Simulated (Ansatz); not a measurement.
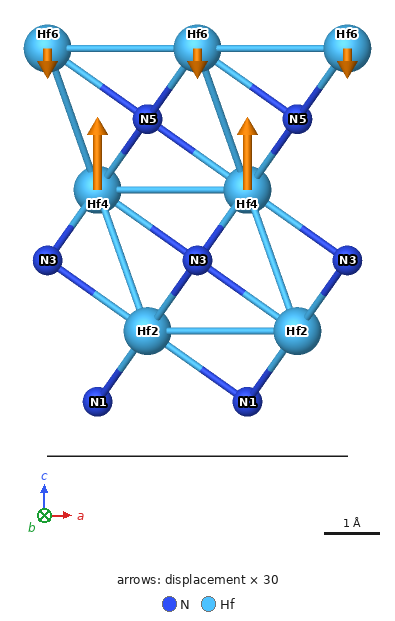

This is a constrained relaxation of a slab of composition HfN (cut from the Fm-3m phase). The starting structure is drawn; orange arrows show the displacements, 30 times their true length.

The picture is a ball-and-stick view of the 2 × 3 repeat of the cell, outlined in the plane, without the vacuum, seen along the b axis.

Case: clean slab, lower half held. The slab is the (1 1 1) face of HfN. 3 atoms are held fixed.

Method: DFT PBEsol, scalar-relativistic, plane waves, PAW (Ansatz 0.2.0).

Input
```yaml
crystal:
  lattice:
    - [3.1830776025, 0.0, 0.0]
    - [-1.5915388013, 2.756626066, 0.0]
    - [0.0, 0.0, 23.4974299482]
  atoms:
    - { symbol: "N", position: [0.3333333333, 0.6666666667, 0.3617416891] }
    - { symbol: Hf, position: [0.6666666667, 0.3333333333, 0.4170450135] }
    - { symbol: "N", position: [0.0, 0.0, 0.4723483378] }
    - { symbol: Hf, position: [0.3333333333, 0.6666666667, 0.5276516622] }
    - { symbol: "N", position: [0.6666666667, 0.3333333333, 0.5829549865] }
    - { symbol: Hf, position: [0.0, 0.0, 0.6382583109] }
basis:
  ecutwfc: 420
kpoints:
  mp_grid: { grid: [9, 9, 1] }
hamiltonian:
  xc: pbesol
scf:
  occupations: { method: gaussian, width: 0.1 }
output:
  forces: true
  eigenvalues: true
relax:
  adjacent_minimum: "off"
  f_tol: 0.03
  max_steps: 70
  constraints: [{ sites: [0, 1, 2] }]
efield:
  axis: 3
  dipole_correction: true
  ramp_width: 0.04
```

Run as
```bash
ansatz run input.yaml --threads 1 --pin off --max-ram 2560MiB --backend cpu --events-out ev --progress --plain --runs-dir out
```

Question: Which element moves most?

Answer: Hafnium: up to 0.045 Å, against 0.000 Å for nitrogen.

Question: Describe the change and its energy.

Answer: The largest move is that of Hf4, 0.045 Å along the normal (+c). N stays in place. The cell stays as it was. Some distances before and after: Hf4–Hf6 3.183 → 3.131 Å, Hf2–Hf4 3.183 → 3.220 Å, N3–Hf4 2.251 → 2.277 Å, Hf4–N5 2.251 → 2.225 Å. Over 4 geometry steps the energy falls by 28.6 meV per cell of the calculation. The largest force component goes from 1.1 to 0.0013 eV/Å. The run took 46 s on 1 thread of Intel(R) Xeon(R) Platinum 8488C (Sapphire Rapids), with other jobs on the host, peak memory 0.53 GiB.

Limits of the set-up: the cell has an odd number of electrons but was run without spin polarisation.
